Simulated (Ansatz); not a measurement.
# Run report: TiSi16, geometry relaxation (part 2 of 2)

Continued. System: TiSi16 (defect cell, 17 atoms in the cell). Method: DFT PBE-D3(BJ), scalar-relativistic, plane waves, PAW, PAW set soft_1, no spin polarisation (Ansatz 0.2.0); cutoff 420 eV, 2×2×2 k-mesh, Fermi–Dirac smearing of 0.02 eV. It belongs to a series of runs on one base structure; here: end point A relaxed.

Geometry of the input (Å; fractional positions):
```
0.0000  5.4300  5.4300
5.4300  0.0000  5.4300
5.4300  5.4300  0.0000
Si 0.0000  0.0000  0.0000
Si 0.1250  0.1250  0.1250
Si -0.0000  0.0000  0.5000
Si 0.1250  0.1250  0.6250
Si -0.0000  0.5000  0.0000
Si 0.1250  0.6250  0.1250
Si -0.0000  0.5000  0.5000
Si 0.1250  0.6250  0.6250
Si 0.5000  -0.0000  0.0000
Si 0.6250  0.1250  0.1250
Si 0.5000  0.0000  0.5000
Si 0.6250  0.1250  0.6250
Si 0.5000  0.5000  0.0000
Si 0.6250  0.6250  0.1250
Si 0.5000  0.5000  0.5000
Si 0.6250  0.6250  0.6250
Ti 0.8274  0.3175  0.0563
```

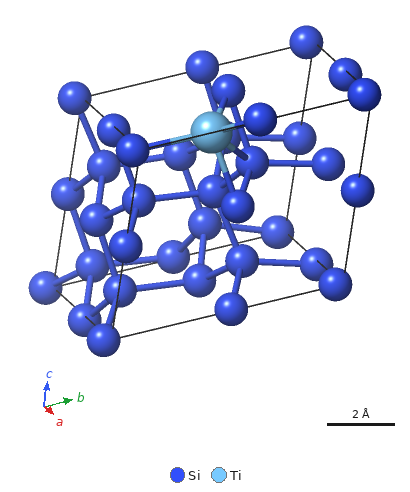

Figure 1. The geometry at step 7 of the log (ball-and-stick view of the cell of the calculation, seen slightly off an axis).

Output, continued:
```
--- Relaxed structure (12 steps of the walk, 12 accepted, 0 SCFs on fresh bases) ---
  F+E_penalty+E_count = -12676.06554164 eV   max|allowed force component| = 1.423e-2 eV/Å
  atoms:
    - { symbol: Si, position: [0.001901886058526374, -0.016359659351153414, 0.014233869330390066] }
    - { symbol: Si, position: [0.12575617400497568, 0.11806351815481451, 0.13853662750593976] }
    - { symbol: Si, position: [-0.0069111710194288915, -0.0016525624373660511, 0.511716897420363] }
    - { symbol: Si, position: [0.12578376137763508, 0.11799839560039153, 0.6324271303923454] }
    - { symbol: Si, position: [0.001462421132517544, 0.5008254797655429, 0.014815179851954963] }
    - { symbol: Si, position: [0.12164792005316086, 0.6207849487090997, 0.13736685429195705] }
    - { symbol: Si, position: [0.0007928433281297886, 0.5005951063736913, 0.4998093436186037] }
    - { symbol: Si, position: [0.12546913190541498, 0.6252000950359266, 0.6329317342707204] }
    - { symbol: Si, position: [0.4989529699236817, -0.002024176152523982, 0.005444918566035184] }
    - { symbol: Si, position: [0.6192316723412185, 0.11828701262826147, 0.13818491232739505] }
    - { symbol: Si, position: [0.4988983187377093, -0.001477267864585019, 0.5112844658388408] }
    - { symbol: Si, position: [0.6224656411184124, 0.12200077220635697, 0.6348606529227808] }
    - { symbol: Si, position: [0.48440590423057894, 0.5010590906824358, 0.01452074039336626] }
    - { symbol: Si, position: [0.618767986756783, 0.6249530541643593, 0.13887874086725172] }
    - { symbol: Si, position: [0.4985701666406769, 0.49262046848602636, 0.5121194093786088] }
    - { symbol: Si, position: [0.6183046983504351, 0.6253751133581077, 0.6326715814722739] }
    - { symbol: Ti, position: [0.8719237750595741, 0.3712894106406151, -0.11351565844882716] }
```

Trajectory as extended XYZ (Å, eV, eV/Å), 12 frames, from step=1 to step=12:
```
17
Lattice="0.0000 5.4300 5.4300 5.4300 0.0000 5.4300 5.4300 5.4300 0.0000" Properties=species:S:1:pos:R:3:forces:R:3 step=1 energy=-12672.61731
Si    0.0000    0.0000    0.0000   -2.9222   0.7502  -0.7898
Si    1.3575    1.3575    1.3575   -1.1848   4.0313   1.0369
Si    2.7150    2.7150    0.0000    0.1834   0.0481  -0.1846
Si    4.0725    4.0725    1.3575   -0.0254  -0.1335   0.1199
Si    2.7150    0.0000    2.7150    1.4111   1.3032   4.5358
Si    4.0725    1.3575    4.0725    0.0255   0.0202   0.0133
Si    5.4300    2.7150    2.7150    0.1050   0.0902  -0.1374
Si    6.7875    4.0725    4.0725   -0.1746  -0.1720   0.0599
Si    0.0000    2.7150    2.7150   -0.0189   0.0037   0.0065
Si    1.3575    4.0725    4.0725   -0.4595  -0.4037  -1.8985
Si    2.7150    5.4300    2.7150    0.1340   0.1289  -0.0180
Si    4.0725    6.7875    4.0725   -0.1108  -0.1245   0.0914
Si    2.7150    2.7150    5.4300    0.5693  -2.2273  -0.5028
Si    4.0725    4.0725    6.7875    3.2017  -0.8817   0.7905
Si    5.4300    5.4300    5.4300    0.0254   0.1501  -0.1610
Si    6.7875    6.7875    6.7875   -0.1240  -0.0263   0.1130
Ti    2.0299    4.7986    6.2171   -0.6353  -2.5571  -3.0754
17
Lattice="0.0000 5.4300 5.4300 5.4300 0.0000 5.4300 5.4300 5.4300 0.0000" Properties=species:S:1:pos:R:3:forces:R:3 step=2 energy=-12674.05480
Si   -0.0867    0.0419   -0.0323   -1.0197   0.2365  -0.2201
Si    1.3175    1.4415    1.3981   -0.3310   1.4087   0.3472
Si    2.7116    2.7235    0.0005   -0.0869  -0.1130   0.0735
Si    4.0583    4.0772    1.3509    0.0967   0.0824  -0.0818
Si    2.7602    0.0444    2.8067    0.3746   0.3799   1.5280
Si    4.1372    1.4282    4.0192   -0.0744  -0.0646   0.0636
Si    5.4798    2.7622    2.6602    0.0922   0.0928  -0.0919
Si    6.7916    4.0755    4.0820    0.1103   0.1026  -0.1282
Si   -0.0571    2.6625    2.7815    0.0926   0.0816  -0.0758
Si    1.3187    4.0403    4.0095   -0.1679  -0.1668  -0.7570
Si    2.7053    5.4200    2.7077   -0.0687  -0.0651   0.0840
Si    4.0248    6.7373    4.1154   -0.0791  -0.0770   0.0814
Si    2.7558    2.6397    5.4002    0.1764  -0.8343  -0.1738
Si    4.1553    4.0386    6.8284    1.1134  -0.2464   0.2722
Si    5.4402    5.4249    5.4319   -0.0969  -0.0733   0.0643
Si    6.7958    6.7743    6.7787    0.0848   0.0895  -0.0773
Ti    2.0218    4.7666    6.1785   -0.2166  -0.8335  -0.9080
17
Lattice="0.0000 5.4300 5.4300 5.4300 0.0000 5.4300 5.4300 5.4300 0.0000" Properties=species:S:1:pos:R:3:forces:R:3 step=3 energy=-12674.32218
Si   -0.1354    0.0770   -0.0583   -0.0494  -0.0125   0.0266
Si    1.2899    1.4917    1.4339    0.0249   0.0980  -0.0209
Si    2.6862    2.7196    0.0228   -0.0194  -0.0587   0.0277
Si    4.0577    4.1014    1.3256    0.0686   0.0384  -0.0324
Si    2.7891    0.0782    2.8613    0.0267   0.0323   0.1481
Si    4.1858    1.4782    3.9728    0.0699   0.0572  -0.0634
Si    5.5322    2.8142    2.6073    0.0529   0.0549  -0.0606
Si    6.8192    4.1017    4.0771    0.0340   0.0390  -0.0655
Si   -0.0995    2.6218    2.8273   -0.0600  -0.0529   0.0410
Si    1.2857    4.0090    3.9692    0.0657   0.0679   0.0050
Si    2.6810    5.3956    2.7107   -0.0153  -0.0165   0.0543
Si    3.9783    6.6909    4.1617   -0.0568  -0.0608   0.0595
Si    2.7890    2.5926    5.3709   -0.0344  -0.0191   0.0416
Si    4.2005    4.0126    6.8644    0.0548   0.0439  -0.0364
Si    5.4385    5.4004    5.4532   -0.0601  -0.0177   0.0262
Si    6.8215    6.7737    6.7533    0.0323   0.0651  -0.0331
Ti    2.0101    4.7400    6.1639   -0.1344  -0.2587  -0.1177
17
Lattice="0.0000 5.4300 5.4300 5.4300 0.0000 5.4300 5.4300 5.4300 0.0000" Properties=species:S:1:pos:R:3:forces:R:3 step=4 energy=-12674.37365
Si   -0.1445    0.0958   -0.0770    0.0117   0.0779  -0.0729
Si    1.2776    1.4833    1.4473    0.0153   0.0187  -0.0114
Si    2.6710    2.7157    0.0396    0.0303   0.0392  -0.0233
Si    4.0609    4.1224    1.3063   -0.0436   0.0238  -0.0207
Si    2.8097    0.0996    2.8711    0.0775   0.0816  -0.0315
Si    4.2303    1.5214    3.9312    0.0354   0.0337  -0.0322
Si    5.5785    2.8616    2.5632    0.0555   0.0564  -0.0554
Si    6.8410    4.1246    4.0756    0.0209   0.0233   0.0490
Si   -0.1257    2.5966    2.8510   -0.0197  -0.0178   0.0173
Si    1.2744    3.9969    3.9729    0.0155   0.0134  -0.0490
Si    2.6687    5.3834    2.7154    0.0266   0.0283  -0.0303
Si    3.9496    6.6638    4.1926   -0.0515  -0.0499   0.0535
Si    2.8067    2.5809    5.3523    0.0742   0.0023  -0.0738
Si    4.1923    4.0007    6.8768    0.0281   0.0145  -0.0122
Si    5.4331    5.3865    5.4688    0.0352   0.0306  -0.0218
Si    6.8403    6.7761    6.7349    0.0226  -0.0412  -0.0221
Ti    1.9660    4.6890    6.1951   -0.3333  -0.3340   0.3363
17
Lattice="0.0000 5.4300 5.4300 5.4300 0.0000 5.4300 5.4300 5.4300 0.0000" Properties=species:S:1:pos:R:3:forces:R:3 step=5 energy=-12674.65302
Si   -0.1608    0.1261   -0.1094    0.1616   0.1740  -0.1731
Si    1.2660    1.4649    1.4582    0.1218  -0.0039  -0.1220
Si    2.6604    2.7152    0.0529    0.0813   0.0659  -0.0779
Si    4.0576    4.1510    1.2815   -0.0731  -0.0015   0.0042
Si    2.8407    0.1304    2.8844    0.1606   0.1622  -0.2017
Si    4.2881    1.5779    3.8719    0.0827   0.0832  -0.0733
Si    5.6416    2.9261    2.5032    0.0327   0.0337  -0.0419
Si    6.8690    4.1541    4.0817   -0.0034  -0.0023   0.0844
Si   -0.1425    2.5788    2.8655   -0.1221  -0.1226   0.1128
Si    1.2627    3.9841    3.9855    0.1257   0.1229  -0.0339
Si    2.6591    5.3751    2.7195    0.0754   0.0755  -0.0581
Si    3.9271    6.6433    4.2178    0.0901   0.0921  -0.0902
Si    2.8374    2.5625    5.3197    0.1775   0.1458  -0.1782
Si    4.1754    3.9882    6.8875    0.0106   0.1185  -0.1214
Si    5.4309    5.3777    5.4817    0.0610   0.0783  -0.0750
Si    6.8672    6.7737    6.7102   -0.0011  -0.0673   0.0027
Ti    1.8499    4.5693    6.3054   -0.9800  -0.9533   1.0413
17
Lattice="0.0000 5.4300 5.4300 5.4300 0.0000 5.4300 5.4300 5.4300 0.0000" Properties=species:S:1:pos:R:3:forces:R:3 step=6 energy=-12675.02026
Si   -0.1636    0.1385   -0.1222    0.3490   0.1047  -0.1033
Si    1.2751    1.4499    1.4489    0.1917  -0.0259  -0.1888
Si    2.6681    2.7167    0.0462    0.0814   0.0165  -0.0789
Si    4.0584    4.1598    1.2741   -0.1188   0.0578  -0.0596
Si    2.8527    0.1424    2.8860    0.0878   0.0890  -0.3883
Si    4.3045    1.5939    3.8548    0.0990   0.0987  -0.0891
Si    5.6545    2.9396    2.4909   -0.2552  -0.2552   0.2379
Si    6.8772    4.1630    4.0819    0.0625   0.0624   0.1327
Si   -0.1292    2.5917    2.8519   -0.1634  -0.1639   0.1527
Si    1.2720    3.9929    3.9995    0.1920   0.1906  -0.0232
Si    2.6667    5.3832    2.7191    0.0775   0.0768  -0.0104
Si    3.9417    6.6584    4.2039    0.1610   0.1624  -0.1618
Si    2.8499    2.5588    5.3067    0.1099   0.3339  -0.1097
Si    4.1605    3.9966    6.8782   -0.0091   0.1881  -0.1868
Si    5.4316    5.3857    5.4752    0.0116   0.0784  -0.0767
Si    6.8753    6.7750    6.7028    0.0578  -0.1132  -0.0595
Ti    1.7343    4.4524    6.4193   -0.9348  -0.9012   1.0129
17
Lattice="0.0000 5.4300 5.4300 5.4300 0.0000 5.4300 5.4300 5.4300 0.0000" Properties=species:S:1:pos:R:3:forces:R:3 step=7 energy=-12675.39798
Si   -0.1372    0.1458   -0.1297    0.5786  -0.0039  -0.0012
Si    1.2910    1.4446    1.4329    0.1683  -0.0750  -0.1640
Si    2.6811    2.7198    0.0336    0.0340  -0.0015  -0.0328
Si    4.0579    4.1676    1.2662   -0.1086   0.1079  -0.1061
Si    2.8598    0.1494    2.8586   -0.0062  -0.0067  -0.5881
Si    4.3026    1.5918    3.8567   -0.0094  -0.0100   0.0043
Si    5.6315    2.9167    2.5131   -0.4189  -0.4189   0.4211
Si    6.8849    4.1708    4.0835    0.1065   0.1076   0.1229
Si   -0.1237    2.5969    2.8460    0.0328   0.0322  -0.0306
Si    1.2884    4.0091    4.0035    0.1625   0.1610   0.0425
Si    2.6794    5.3961    2.7160    0.0361   0.0373   0.0059
Si    3.9593    6.6762    4.1862    0.0797   0.0801  -0.0798
Si    2.8575    2.5848    5.2991   -0.0004   0.5718  -0.0043
Si    4.1555    4.0123    6.8623   -0.0683   0.1646  -0.1617
Si    5.4343    5.3985    5.4629   -0.0033   0.0346  -0.0321
Si    6.8830    6.7749    6.6950    0.1054  -0.1060  -0.1050
Ti    1.6246    4.3432    6.5313   -0.6889  -0.6753   0.7089
17
Lattice="0.0000 5.4300 5.4300 5.4300 0.0000 5.4300 5.4300 5.4300 0.0000" Properties=species:S:1:pos:R:3:forces:R:3 step=8 energy=-12675.79482
Si   -0.0726    0.1471   -0.1322    0.5317  -0.1781   0.1801
Si    1.3108    1.4393    1.4130    0.0472  -0.0312  -0.0424
Si    2.6928    2.7247    0.0228    0.0602   0.0886  -0.0487
Si    4.0575    4.1798    1.2546   -0.0061   0.0503  -0.0523
Si    2.8609    0.1499    2.7946   -0.1904  -0.1882  -0.5475
Si    4.2788    1.5680    3.8795   -0.1394  -0.1398   0.1284
Si    5.5809    2.8662    2.5645   -0.3398  -0.3359   0.3528
Si    6.8961    4.1823    4.0868    0.0449   0.0449   0.0106
Si   -0.1084    2.6122    2.8310    0.1348   0.1334  -0.1355
Si    1.3088    4.0296    4.0074    0.0338   0.0308   0.0016
Si    2.6910    5.4080    2.7117    0.0663   0.0683  -0.0967
Si    3.9767    6.6937    4.1692    0.0399   0.0401  -0.0360
Si    2.8593    2.6495    5.2966   -0.1741   0.5242   0.1735
Si    4.1500    4.0320    6.8425   -0.0216   0.0398  -0.0376
Si    5.4387    5.4102    5.4525    0.0903   0.0652  -0.0512
Si    6.8950    6.7751    6.6833    0.0487  -0.0088  -0.0513
Ti    1.5135    4.2311    6.6394   -0.2264  -0.2037   0.2525
17
Lattice="0.0000 5.4300 5.4300 5.4300 0.0000 5.4300 5.4300 5.4300 0.0000" Properties=species:S:1:pos:R:3:forces:R:3 step=9 energy=-12676.04272
Si   -0.0016    0.1044   -0.0939   -0.0981   0.0921  -0.0863
Si    1.3688    1.4468    1.3558    0.0121  -0.0667  -0.0201
Si    2.7402    2.7462   -0.0217    0.1037  -0.0496  -0.0898
Si    4.0717    4.1462    1.2923    0.0419   0.0001  -0.0094
Si    2.8090    0.0961    2.7301    0.0917   0.0884   0.0882
Si    4.1595    1.4495    3.9877   -0.0367  -0.0255   0.0280
Si    5.4693    2.7627    2.6696   -0.1895  -0.1926   0.2067
Si    6.8470    4.1372    4.0788    0.0002   0.0061  -0.0547
Si   -0.0149    2.6968    2.7473   -0.0853  -0.0742   0.0654
Si    1.3726    4.0890    3.9921    0.0080   0.0141   0.0706
Si    2.7443    5.4641    2.6907    0.1026   0.0934   0.0595
Si    4.0633    6.7787    4.0932    0.0479   0.0499  -0.0537
Si    2.8128    2.7129    5.3405    0.0995  -0.1024  -0.0906
Si    4.1575    4.0796    6.7912   -0.0575   0.0204  -0.0221
Si    5.4538    5.4541    5.4140   -0.0403   0.1033  -0.0982
Si    6.8516    6.7896    6.7267   -0.0008   0.0486  -0.0146
Ti    1.4248    4.1446    6.7228    0.0007  -0.0051   0.0210
17
Lattice="0.0000 5.4300 5.4300 5.4300 0.0000 5.4300 5.4300 5.4300 0.0000" Properties=species:S:1:pos:R:3:forces:R:3 step=10 energy=-12676.06362
Si   -0.0103    0.0864   -0.0776   -0.0517   0.0533  -0.0507
Si    1.3882    1.4406    1.3277    0.0075  -0.0618  -0.0061
Si    2.7654    2.7428   -0.0427    0.0217  -0.0218  -0.0370
Si    4.0707    4.1190    1.3220    0.0603   0.0034   0.0021
Si    2.8013    0.0903    2.7225    0.0387   0.0335   0.0482
Si    4.1218    1.4114    4.0267    0.0017  -0.0075   0.0117
Si    5.4392    2.7235    2.7174   -0.0441  -0.0376   0.0334
Si    6.8355    4.1223    4.0783    0.0084   0.0009  -0.0485
Si    0.0132    2.7334    2.7038   -0.0059  -0.0205   0.0302
Si    1.3879    4.1089    3.9996    0.0009  -0.0006   0.0608
Si    2.7642    5.4814    2.7001    0.0308   0.0374   0.0118
Si    4.1037    6.8214    4.0488   -0.0061  -0.0059   0.0068
Si    2.7997    2.7124    5.3502    0.0457  -0.0479  -0.0380
Si    4.1539    4.1092    6.7578   -0.0708   0.0148  -0.0150
Si    5.4577    5.4842    5.3858   -0.0307   0.0211  -0.0299
Si    6.8344    6.7893    6.7497    0.0094   0.0563   0.0037
Ti    1.4035    4.1219    6.7469   -0.0156  -0.0170   0.0165
17
Lattice="0.0000 5.4300 5.4300 5.4300 0.0000 5.4300 5.4300 5.4300 0.0000" Properties=species:S:1:pos:R:3:forces:R:3 step=11 energy=-12676.06429
Si   -0.0113    0.0907   -0.0803    0.0316  -0.0209   0.0193
Si    1.3947    1.4294    1.3265    0.0056   0.0623  -0.0093
Si    2.7690    2.7403   -0.0502   -0.0229   0.0121   0.0426
Si    4.0786    4.1201    1.3184   -0.0646  -0.0098   0.0019
Si    2.8003    0.0873    2.7317   -0.0151  -0.0117  -0.0230
Si    4.1183    1.4077    4.0305   -0.0080  -0.0016  -0.0021
Si    5.4280    2.7175    2.7202    0.0186   0.0146  -0.0104
Si    6.8302    4.1187    4.0722   -0.0155  -0.0088   0.0510
Si    0.0230    2.7379    2.7043   -0.0022   0.0159  -0.0263
Si    1.3967    4.1147    4.0106    0.0125   0.0147  -0.0622
Si    2.7714    5.4904    2.6969   -0.0343  -0.0423   0.0005
Si    4.1091    6.8265    4.0435    0.0123   0.0118  -0.0137
Si    2.8018    2.7072    5.3516   -0.0181   0.0260   0.0131
Si    4.1414    4.1109    6.7584    0.0706  -0.0013  -0.0001
Si    5.4505    5.4860    5.3818    0.0216  -0.0225   0.0345
Si    6.8307    6.7967    6.7493   -0.0165  -0.0588   0.0017
Ti    1.3972    4.1166    6.7518    0.0245   0.0202  -0.0177
17
Lattice="0.0000 5.4300 5.4300 5.4300 0.0000 5.4300 5.4300 5.4300 0.0000" Properties=species:S:1:pos:R:3:forces:R:3 step=12 energy=-12676.06554
Si   -0.0115    0.0876   -0.0785    0.0034   0.0030  -0.0029
Si    1.3933    1.4351    1.3239   -0.0021  -0.0086   0.0054
Si    2.7696    2.7411   -0.0465    0.0015  -0.0014  -0.0109
Si    4.0748    4.1171    1.3237    0.0033   0.0058  -0.0029
Si    2.7999    0.0884    2.7274    0.0017   0.0005  -0.0054
Si    4.1168    1.4064    4.0314    0.0052   0.0021  -0.0009
Si    5.4322    2.7183    2.7225   -0.0142  -0.0133   0.0125
Si    6.8317    4.1181    4.0761    0.0039   0.0016   0.0022
Si    0.0186    2.7389    2.6983    0.0116   0.0013   0.0063
Si    1.3926    4.1128    4.0047   -0.0057  -0.0077   0.0080
Si    2.7683    5.4853    2.7010    0.0074   0.0115  -0.0055
Si    4.1098    6.8273    4.0425   -0.0031  -0.0034   0.0044
Si    2.7996    2.7092    5.3511    0.0019   0.0051  -0.0006
Si    4.1476    4.1140    6.7534   -0.0121   0.0005   0.0009
Si    5.4557    5.4880    5.3822   -0.0071   0.0008  -0.0061
Si    6.8312    6.7928    6.7532    0.0063   0.0013  -0.0010
Ti    1.3997    4.1182    6.7506   -0.0021   0.0008  -0.0032
```

Results in brief:

- outcome: converged
- electrons treated: 76
- free energy: −12676.0655 eV
- Fermi energy: 7.591 eV
- final volume: 320.21 Å³
- largest force (length of the vector) at the end: 0.023 eV/Å
- hardware: 1 thread of Arm Neoverse V2, 24 GiB of memory available, shared host
- wall time: 66 s
- peak memory: 0.54 GiB

Remarks:

The k-point mesh is coarse for a cell of this size, so the results may not be converged.
